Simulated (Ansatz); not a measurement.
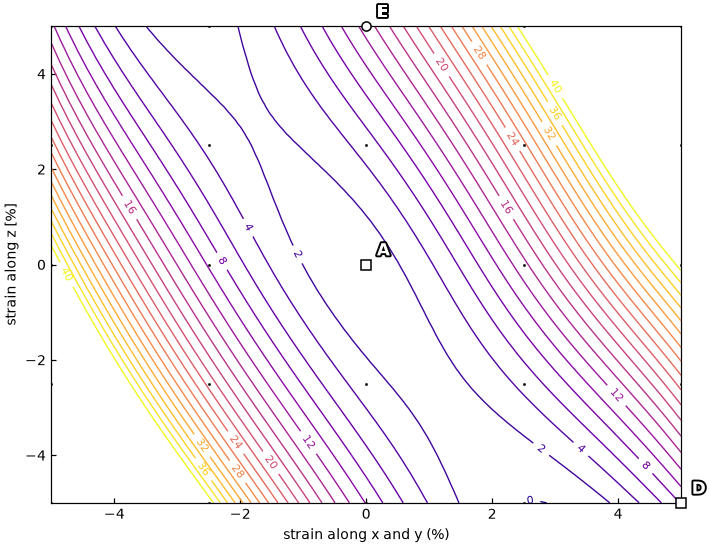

Si (Fm-3m, No. 225; 1 atom in the cell). The cell is strained homogeneously, by one strain along x and y and another along z, with fractional coordinates fixed (x, y and z along the cube axes). First axis: strain along x and y. Second axis: strain along z. The scan uses a 5 × 5 grid. Points are written as (first, second). Energies are in meV/atom, from the lowest grid point. These are results of DFT PBE+D3(BJ), scalar-relativistic, plane waves, PAW in Ansatz, not measurements. Settings: cutoff 420 eV, k-mesh 28×28×28, gaussian smearing 0.15 eV, no spin polarisation.

In the figure: contour lines labelled in meV/atom (none above 40), dots at the grid points, lettered points. Between grid points the surface is interpolated.

Question: Is E the lowest point of the computed grid?

Answer: No. E lies 13 meV/atom above the lowest grid point, which is at (2.5 %, −5.0 %).

Question: Rank the lettered points by energy, lowest first.

Answer: A (1.0 meV/atom), D (8 meV/atom), E (13 meV/atom).
